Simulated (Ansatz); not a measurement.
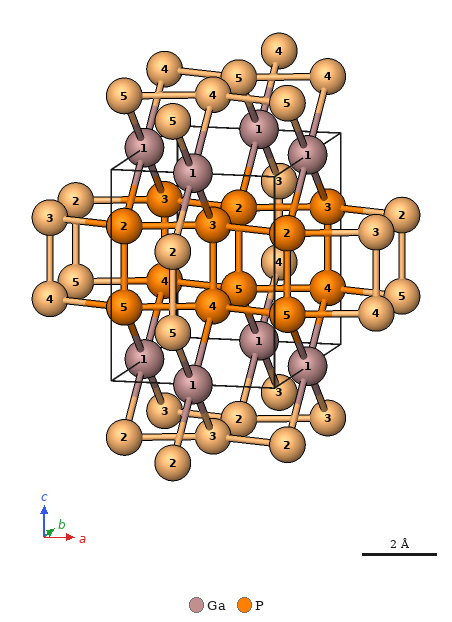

Fig. 1: The structure as given in the input (ball-and-stick view of the cell 2 times as large as that of the calculation, set on its symmetry axes, seen slightly off an axis; neighbours outside the cell are drawn fainter; atoms are numbered from 1 in the order of the input).

Run report: GaP4, geometry relaxation (part 1 of 3)

The run: geometry relaxation of GaP4 (Cmmm, 5 atoms in the cell). Method and program: DFT PBE, scalar-relativistic, plane waves, PAW, no spin polarisation (Ansatz 0.2.0).

The structure was made by a generator, so it may or may not be a known phase. Figures and captions count atoms from 1; the log counts them from 0 in places.

Input file
```yaml
crystal:
  lattice:
    - [2.2839163184, -3.5630901522, 0.0]
    - [2.2839163184, 3.5630901522, 0.0]
    - [0.0, 0.0, 5.8162870112]
  atoms:
    - { symbol: Ga, position: [0.5, 0.5, 0.0] }
    - { symbol: P, position: [0.8048563267, 0.1951436733, 0.692016455] }
    - { symbol: P, position: [0.1951436733, 0.8048563267, 0.692016455] }
    - { symbol: P, position: [0.1951436733, 0.8048563267, 0.307983545] }
    - { symbol: P, position: [0.8048563267, 0.1951436733, 0.307983545] }
basis:
  ecutwfc: 420
kpoints:
  mp_grid: { grid: [10, 10, 8] }
hamiltonian:
  xc: pbe
scf:
  occupations: { method: gaussian, width: 0.1 }
output:
  forces: true
  stress: true
  eigenvalues: true
  write_density: true
  write_potential: true
  elf: true
  volumetric_format: npy
relax:
  adjacent_minimum: "off"
  f_tol: 0.01
  max_steps: 80
  cell: { stress_tol: 0.05 }
```

Launched with:
```bash
ansatz run input.yaml --threads 1 --pin off --max-ram 2560MiB --backend cpu --events-out ev --progress --plain --runs-dir out
```

Log
```
Engine: ansatz 0.2.0, aarch64-unknown-linux-gnu
Pseudopotentials: kind: paw
Pseudopotential: Ga, paw, valence charge 13, recommended cutoff 420 eV (normal), Ga.paw.azcp
Pseudopotential: P, paw, valence charge 5, recommended cutoff 420 eV (normal), P.paw.azcp
Functional definition: PBE
  parameter kappa = 0.804
  parameter beta = 0.06672455060314922
  exchange = pbe_x(kappa = kappa, mu = beta*pi^2/3)
  correlation = pbe_c(beta = beta)
Crystal: 5 atoms, lattice volume = 94.664 Å³
Basis set: ecut = 420 eV, 1831 PW (Γ), exchange–correlation on 60×60×80 points (8 copies of the dense FFT grid, shifted against one another)
Bands: 22, of which v1, the nominal top of the filled ones, is band 17 counted from 1 (16 counted from 0)
Symmetry: 8 space group operations
Space group: Cmmm (ITA 65), of the structure as read, at distance tolerance 4.6e-5 Å
k-points: 155 of 800
Non-local potential: Ga, projectors of the file, l = 0: 2, l = 1: 2, l = 2: 3, l = 3: 1
Non-local potential: P, projectors of the file, l = 0: 2, l = 1: 2, l = 2: 2
PAW form: soft (Blöchl's): semilocal exchange-correlation on the pseudo side does not see the compensation charge
PAW one-centre angular grid: Ga, 590 points (default); XC on 64 Gauss nodes
PAW one-centre angular grid: P, 110 points (default); XC on 64 Gauss nodes
Initial density: superposition of atomic densities (neutral atoms: chi_scale 0, normalization atom), corrected by the library's trained network
Initial wavefunctions: pseudopotential atomic-orbital guess
Functional: x = pbe(κ = 0.804, μ = 0.2195149727645171), c = pbe(β = 0.06672455060314922)
SCF iter   1: F=—  HF=-6804.108462 eV  |F-HF|=—  |Δ(HF+E_count)|=         —  Δρ=3.72e-3  dr2=1.99e-2  ethr=1.77e-3  ⟨swp⟩=7.8  Hψ=19800  notcnv=0
preconditioner: auto → Kerker (q_TF=auto, 2.289 Å⁻¹)  [metal: Δε(μ)=0.003 eV  Ē_g=10.967 eV  σ=0.100 eV  W_gap=0.02  n_scr=22 (ndim 8)  ℏωp=21.9 eV  f_vac=0.001  D(μ)=2.42/eV (n_scr^D=20)]
SCF iter   2: F=—  HF=-6804.105248 eV  |F-HF|=—  |Δ(HF+E_count)|=   3.21e-3  Δρ=2.18e-3  dr2=8.08e-3  ethr=6.03e-5  ⟨swp⟩=2.0  Hψ=5594  notcnv=0  defer=1
SCF iter   3: F=—  HF=-6804.104628 eV  |F-HF|=—  |Δ(HF+E_count)|=   6.20e-4  Δρ=5.15e-4  dr2=2.89e-4  ethr=2.45e-5  ⟨swp⟩=2.9  Hψ=6402  notcnv=0  defer=1
SCF iter   4: F=—  HF=-6804.104483 eV  |F-HF|=—  |Δ(HF+E_count)|=   1.45e-4  Δρ=2.42e-4  dr2=7.02e-5  ethr=8.77e-7  ⟨swp⟩=2.0  Hψ=5869  notcnv=0  defer=1
SCF iter   5: F=—  HF=-6804.104480 eV  |F-HF|=—  |Δ(HF+E_count)|=   3.08e-6  Δρ=1.09e-4  dr2=1.66e-5  ethr=2.13e-7  ⟨swp⟩=2.1  Hψ=5772  notcnv=0  defer=2
SCF iter   6: F=—  HF=-6804.104489 eV  |F-HF|=—  |Δ(HF+E_count)|=   9.10e-6  Δρ=2.93e-5  dr2=1.36e-6  ethr=5.02e-8  ⟨swp⟩=2.2  Hψ=4713  notcnv=0  defer=2
SCF iter   7: F=-6804.104490 eV  HF=-6804.104490 eV  |F-HF|=2.29e-8  |Δ(HF+E_count)|=   9.19e-7  Δρ=6.49e-6  dr2=5.17e-8  ethr=3.03e-10  ⟨swp⟩=13.9  Hψ=30024  notcnv=0
SCF 1 converged in 7 iterations: F = -6804.104490 eV  dr2 = 5.17e-8
  greatest PAW one-centre occupation: 0.995 electrons in one spin orbital (limit 2), on the Ga atom at site 0 (counted from 0), in its partial waves of l = 2
relax step   1: F+E_penalty+E_count = -6804.10448970 eV  Δ(F+E_penalty+E_count) = +0.000e0 eV  max|allowed force component| = 1.655e-1 eV/Å  Δτ_max = 0.0000 Å  P = +0.031 GPa  Ω = 94.664 Å³  (7 SCF iters, dr2 threshold 1.00e-7 eV, accepted)
Crystal: 5 atoms, lattice volume = 95.036 Å³
Basis set: ecut = 420 eV, 1843 PW (Γ), exchange–correlation on 60×60×80 points (8 copies of the dense FFT grid, shifted against one another)
Initial density: handed on by an earlier stage of this run
Initial wavefunctions: those handed on with the density
iter 1 solved again at ethr=3.88e-6 eV; its pass at ethr=3.10e-3 eV (dr2=1.28e-3 eV) is discarded
SCF iter   1: F=—  HF=-6804.119842 eV  |F-HF|=—  |Δ(HF+E_count)|=         —  Δρ=1.24e-3  dr2=1.43e-3  ethr=3.88e-6  ⟨swp⟩=2.7  Hψ=22271  notcnv=0
preconditioner: auto → Kerker (q_TF=auto, 2.287 Å⁻¹)  [metal: Δε(μ)=0.009 eV  Ē_g=10.993 eV  σ=0.100 eV  W_gap=0.05  n_scr=22 (ndim 8)  ℏωp=21.9 eV  f_vac=0.000  D(μ)=2.67/eV (n_scr^D=22)]
SCF iter   2: F=—  HF=-6804.119700 eV  |F-HF|=—  |Δ(HF+E_count)|=   1.43e-4  Δρ=7.60e-4  dr2=5.67e-4  ethr=3.88e-6  ⟨swp⟩=1.2  Hψ=3450  notcnv=0
SCF iter   3: F=—  HF=-6804.119614 eV  |F-HF|=—  |Δ(HF+E_count)|=   8.51e-5  Δρ=1.45e-4  dr2=2.72e-5  ethr=1.72e-6  ⟨swp⟩=2.7  Hψ=5875  notcnv=0
SCF iter   4: F=—  HF=-6804.119600 eV  |F-HF|=—  |Δ(HF+E_count)|=   1.43e-5  Δρ=7.68e-5  dr2=1.07e-5  ethr=8.23e-8  ⟨swp⟩=2.0  Hψ=5607  notcnv=0
SCF iter   5: F=—  HF=-6804.119599 eV  |F-HF|=—  |Δ(HF+E_count)|=   9.21e-7  Δρ=2.11e-5  dr2=8.68e-7  ethr=3.24e-8  ⟨swp⟩=2.5  Hψ=5876  notcnv=0
SCF iter   6: F=-6804.119600 eV  HF=-6804.119600 eV  |F-HF|=2.98e-8  |Δ(HF+E_count)|=   2.92e-7  Δρ=6.56e-6  dr2=9.76e-8  ethr=1.52e-9  ⟨swp⟩=12.7  Hψ=26837  notcnv=0
SCF 2 converged in 6 iterations: F = -6804.119600 eV  dr2 = 9.76e-8
relax step   2: F+E_penalty+E_count = -6804.11959958 eV  Δ(F+E_penalty+E_count) = -1.511e-2 eV  max|allowed force component| = 1.402e-1 eV/Å  Δτ_max = 0.0219 Å  P = -0.329 GPa  Ω = 95.036 Å³  energy of the carried Pulay correction = -6.073e-5 eV  (6 SCF iters, dr2 threshold 5.00e-7 eV, accepted)
[... from here on the SCF iterations and repeated set-up lines of each step are left out, up to the last step ...]
SCF 3 converged in 8 iterations: F = -6804.111547 eV  dr2 = 3.84e-8
relax step   3: F+E_penalty+E_count = -6804.11154741 eV  Δ(F+E_penalty+E_count) = +8.052e-3 eV  max|allowed force component| = 1.135e-1 eV/Å  Δτ_max = 0.1786 Å  P = -2.002 GPa  Ω = 95.439 Å³  energy of the carried Pulay correction = -1.262e-4 eV  (8 SCF iters, dr2 threshold 5.00e-7 eV, rejected (line search))
SCF 4 converged in 11 iterations: F = -6804.148082 eV  dr2 = 4.20e-12
relax step   4: F+E_penalty+E_count = -6804.14808209 eV  Δ(F+E_penalty+E_count) = -2.848e-2 eV  max|allowed force component| = 8.472e-2 eV/Å  Δτ_max = 0.0927 Å  P = -0.683 GPa  Ω = 94.111 Å³  energy of the carried Pulay correction = +9.053e-5 eV  (11 SCF iters, accepted)
SCF 5 converged in 5 iterations: F = -6804.153219 eV  dr2 = 4.31e-7
relax step   5: F+E_penalty+E_count = -6804.15321929 eV  Δ(F+E_penalty+E_count) = -5.137e-3 eV  max|allowed force component| = 7.420e-2 eV/Å  Δτ_max = 0.0064 Å  P = -0.478 GPa  Ω = 93.561 Å³  energy of the carried Pulay correction = +1.813e-4 eV  (5 SCF iters, dr2 threshold 5.00e-7 eV, accepted)
SCF 6 converged in 7 iterations: F = -6804.162892 eV  dr2 = 7.83e-8
relax step   6: F+E_penalty+E_count = -6804.16289201 eV  Δ(F+E_penalty+E_count) = -9.673e-3 eV  max|allowed force component| = 5.587e-2 eV/Å  Δτ_max = 0.0442 Å  P = +0.520 GPa  Ω = 91.121 Å³  energy of the carried Pulay correction = +5.901e-4 eV  (7 SCF iters, dr2 threshold 5.00e-7 eV, accepted)
SCF 7 converged in 6 iterations: F = -6804.165210 eV  dr2 = 4.45e-7
relax step   7: F+E_penalty+E_count = -6804.16521007 eV  Δ(F+E_penalty+E_count) = -2.318e-3 eV  max|allowed force component| = 1.590e-2 eV/Å  Δτ_max = 0.0233 Å  P = +0.074 GPa  Ω = 91.659 Å³  energy of the carried Pulay correction = +4.991e-4 eV  (6 SCF iters, dr2 threshold 5.00e-7 eV, accepted)
SCF 8 converged in 5 iterations: F = -6804.166024 eV  dr2 = 3.39e-8
relax step   8: F+E_penalty+E_count = -6804.16602384 eV  Δ(F+E_penalty+E_count) = -8.138e-4 eV  max|allowed force component| = 7.164e-3 eV/Å  Δτ_max = 0.0070 Å  P = -0.005 GPa  Ω = 91.902 Å³  energy of the carried Pulay correction = +4.580e-4 eV  (5 SCF iters, dr2 threshold 1.12e-7 eV, accepted)
SCF 9 converged in 7 iterations: F = -6804.167148 eV  dr2 = 1.76e-9
relax step   9: F+E_penalty+E_count = -6804.16714812 eV  Δ(F+E_penalty+E_count) = -1.124e-3 eV  max|allowed force component| = 1.434e-2 eV/Å  Δτ_max = 0.0111 Å  P = +0.022 GPa  Ω = 91.971 Å³  energy of the carried Pulay correction = +4.464e-4 eV  (7 SCF iters, dr2 threshold 4.64e-8 eV, accepted)
SCF 10 converged in 8 iterations: F = -6804.180564 eV  dr2 = 9.34e-9
relax step  10: F+E_penalty+E_count = -6804.18056419 eV  Δ(F+E_penalty+E_count) = -1.342e-2 eV  max|allowed force component| = 1.039e-1 eV/Å  Δτ_max = 0.0638 Å  P = +0.503 GPa  Ω = 92.475 Å³  energy of the carried Pulay correction = +3.619e-4 eV  (8 SCF iters, dr2 threshold 6.64e-8 eV, accepted)
SCF 11 converged in 7 iterations: F = -6804.186411 eV  dr2 = 5.62e-8
relax step  11: F+E_penalty+E_count = -6804.18641084 eV  Δ(F+E_penalty+E_count) = -5.847e-3 eV  max|allowed force component| = 8.320e-2 eV/Å  Δτ_max = 0.0260 Å  P = +0.597 GPa  Ω = 93.216 Å³  energy of the carried Pulay correction = +2.385e-4 eV  (7 SCF iters, dr2 threshold 5.00e-7 eV, accepted)
SCF 12 converged in 7 iterations: F = -6804.162884 eV  dr2 = 9.49e-8
relax step  12: F+E_penalty+E_count = -6804.16288414 eV  Δ(F+E_penalty+E_count) = +2.353e-2 eV  max|allowed force component| = 1.140e-1 eV/Å  Δτ_max = 0.0653 Å  P = -0.852 GPa  Ω = 94.483 Å³  energy of the carried Pulay correction = +2.950e-5 eV  (7 SCF iters, dr2 threshold 5.00e-7 eV, rejected (line search))
SCF 13 converged in 10 iterations: F = -6804.188671 eV  dr2 = 4.53e-11
relax step  13: F+E_penalty+E_count = -6804.18867060 eV  Δ(F+E_penalty+E_count) = -2.260e-3 eV  max|allowed force component| = 6.182e-2 eV/Å  Δτ_max = 0.0239 Å  P = -0.528 GPa  Ω = 94.241 Å³  energy of the carried Pulay correction = +6.917e-5 eV  (10 SCF iters, accepted)
SCF 14 converged in 5 iterations: F = -6804.190749 eV  dr2 = 3.96e-7
relax step  14: F+E_penalty+E_count = -6804.19074938 eV  Δ(F+E_penalty+E_count) = -2.079e-3 eV  max|allowed force component| = 9.112e-3 eV/Å  Δτ_max = 0.0102 Å  P = -0.014 GPa  Ω = 93.903 Å³  energy of the carried Pulay correction = +1.249e-4 eV  (5 SCF iters, dr2 threshold 5.00e-7 eV, accepted)
SCF 15 converged in 7 iterations: F = -6804.193753 eV  dr2 = 1.22e-8
relax step  15: F+E_penalty+E_count = -6804.19375305 eV  Δ(F+E_penalty+E_count) = -3.004e-3 eV  max|allowed force component| = 9.367e-2 eV/Å  Δτ_max = 0.0180 Å  P = +0.123 GPa  Ω = 94.132 Å³  energy of the carried Pulay correction = +8.710e-5 eV  (7 SCF iters, dr2 threshold 5.13e-8 eV, accepted)
SCF 16 converged in 7 iterations: F = -6804.259062 eV  dr2 = 2.70e-7
relax step  16: F+E_penalty+E_count = -6804.25906221 eV  Δ(F+E_penalty+E_count) = -6.531e-2 eV  max|allowed force component| = 6.444e-1 eV/Å  Δτ_max = 0.0531 Å  P = +0.665 GPa  Ω = 93.981 Å³  energy of the carried Pulay correction = +1.119e-4 eV  (7 SCF iters, dr2 threshold 5.00e-7 eV, accepted)
SCF 17 converged in 8 iterations: F = -6804.492181 eV  dr2 = 5.48e-8
relax step  17: F+E_penalty+E_count = -6804.49218086 eV  Δ(F+E_penalty+E_count) = -2.331e-1 eV  max|allowed force component| = 1.695e-1 eV/Å  Δτ_max = 0.0428 Å  P = +0.192 GPa  Ω = 89.924 Å³  energy of the carried Pulay correction = +7.946e-4 eV  (8 SCF iters, dr2 threshold 5.00e-7 eV, accepted)
SCF 18 converged in 8 iterations: F = -6804.629669 eV  dr2 = 2.81e-8
relax step  18: F+E_penalty+E_count = -6804.62966928 eV  Δ(F+E_penalty+E_count) = -1.375e-1 eV  max|allowed force component| = 2.808e-1 eV/Å  Δτ_max = 0.0230 Å  P = +1.238 GPa  Ω = 87.099 Å³  energy of the carried Pulay correction = +1.288e-3 eV  (8 SCF iters, dr2 threshold 5.00e-7 eV, accepted)
SCF 19 converged in 7 iterations: F = -6804.634787 eV  dr2 = 3.69e-7
relax step  19: F+E_penalty+E_count = -6804.63478650 eV  Δ(F+E_penalty+E_count) = -5.117e-3 eV  max|allowed force component| = 2.776e-2 eV/Å  Δτ_max = 0.0858 Å  P = +2.070 GPa  Ω = 84.115 Å³  energy of the carried Pulay correction = +1.826e-3 eV  (7 SCF iters, dr2 threshold 5.00e-7 eV, accepted)
SCF 20 converged in 7 iterations: F = -6804.630576 eV  dr2 = 1.57e-7
relax step  20: F+E_penalty+E_count = -6804.63057593 eV  Δ(F+E_penalty+E_count) = +4.211e-3 eV  max|allowed force component| = 3.198e-1 eV/Å  Δτ_max = 0.0151 Å  P = +0.411 GPa  Ω = 85.585 Å³  energy of the carried Pulay correction = +1.559e-3 eV  (7 SCF iters, dr2 threshold 5.00e-7 eV, rejected (line search))
SCF 21 converged in 10 iterations: F = -6804.663236 eV  dr2 = 8.43e-12
relax step  21: F+E_penalty+E_count = -6804.66323583 eV  Δ(F+E_penalty+E_count) = -2.845e-2 eV  max|allowed force component| = 5.264e-2 eV/Å  Δτ_max = 0.0050 Å  P = +0.653 GPa  Ω = 85.680 Å³  energy of the carried Pulay correction = +1.542e-3 eV  (10 SCF iters, accepted)
SCF 22 converged in 7 iterations: F = -6804.680951 eV  dr2 = 1.22e-7
relax step  22: F+E_penalty+E_count = -6804.68095119 eV  Δ(F+E_penalty+E_count) = -1.772e-2 eV  max|allowed force component| = 6.235e-2 eV/Å  Δτ_max = 0.0181 Å  P = +0.239 GPa  Ω = 86.759 Å³  energy of the carried Pulay correction = +1.348e-3 eV  (7 SCF iters, dr2 threshold 5.00e-7 eV, accepted)
SCF 23 converged in 5 iterations: F = -6804.682458 eV  dr2 = 2.17e-7
relax step  23: F+E_penalty+E_count = -6804.68245814 eV  Δ(F+E_penalty+E_count) = -1.507e-3 eV  max|allowed force component| = 3.027e-2 eV/Å  Δτ_max = 0.0057 Å  P = +0.062 GPa  Ω = 87.003 Å³  energy of the carried Pulay correction = +1.305e-3 eV  (5 SCF iters, dr2 threshold 5.00e-7 eV, accepted)
SCF 24 converged in 5 iterations: F = -6804.682786 eV  dr2 = 1.72e-7
relax step  24: F+E_penalty+E_count = -6804.68278601 eV  Δ(F+E_penalty+E_count) = -3.279e-4 eV  max|allowed force component| = 7.274e-3 eV/Å  Δτ_max = 0.0042 Å  P = -0.037 GPa  Ω = 87.312 Å³  energy of the carried Pulay correction = +1.250e-3 eV  (5 SCF iters, dr2 threshold 3.40e-7 eV, accepted)
SCF 25 converged in 4 iterations: F = -6804.682898 eV  dr2 = 1.54e-8
relax step  25: F+E_penalty+E_count = -6804.68289845 eV  Δ(F+E_penalty+E_count) = -1.124e-4 eV  max|allowed force component| = 2.902e-3 eV/Å  Δτ_max = 0.0011 Å  P = -0.010 GPa  Ω = 87.226 Å³  energy of the carried Pulay correction = +1.265e-3 eV  (4 SCF iters, dr2 threshold 1.25e-7 eV, accepted)
SCF 26 converged in 9 iterations: F = -6804.719763 eV  dr2 = 4.13e-12
relax step  26: F+E_penalty+E_count = -6804.71976317 eV  Δ(F+E_penalty+E_count) = -3.686e-2 eV  max|allowed force component| = 1.293e-2 eV/Å  Δτ_max = 0.0000 Å  P = +0.545 GPa  Ω = 87.226 Å³  stress off target by 1.31e0 GPa  SCF on the basis re-selected at this cell (its energy is not comparable with the rows above)  (9 SCF iters)
SCF 27 converged in 4 iterations: F = -6804.724226 eV  dr2 = 2.71e-7
relax step  27: F+E_penalty+E_count = -6804.72422631 eV  Δ(F+E_penalty+E_count) = -4.463e-3 eV  max|allowed force component| = 1.108e-2 eV/Å  Δτ_max = 0.0096 Å  P = +0.126 GPa  Ω = 88.009 Å³  energy of the carried Pulay correction = -1.430e-4 eV  (4 SCF iters, dr2 threshold 5.00e-7 eV, accepted)
SCF 28 converged in 5 iterations: F = -6804.724692 eV  dr2 = 7.57e-8
relax step  28: F+E_penalty+E_count = -6804.72469183 eV  Δ(F+E_penalty+E_count) = -4.655e-4 eV  max|allowed force component| = 1.802e-3 eV/Å  Δτ_max = 0.0068 Å  P = -0.031 GPa  Ω = 88.380 Å³  energy of the carried Pulay correction = -2.104e-4 eV  (5 SCF iters, dr2 threshold 2.19e-7 eV, accepted)
SCF 29 converged in 5 iterations: F = -6804.724711 eV  dr2 = 1.61e-9
```
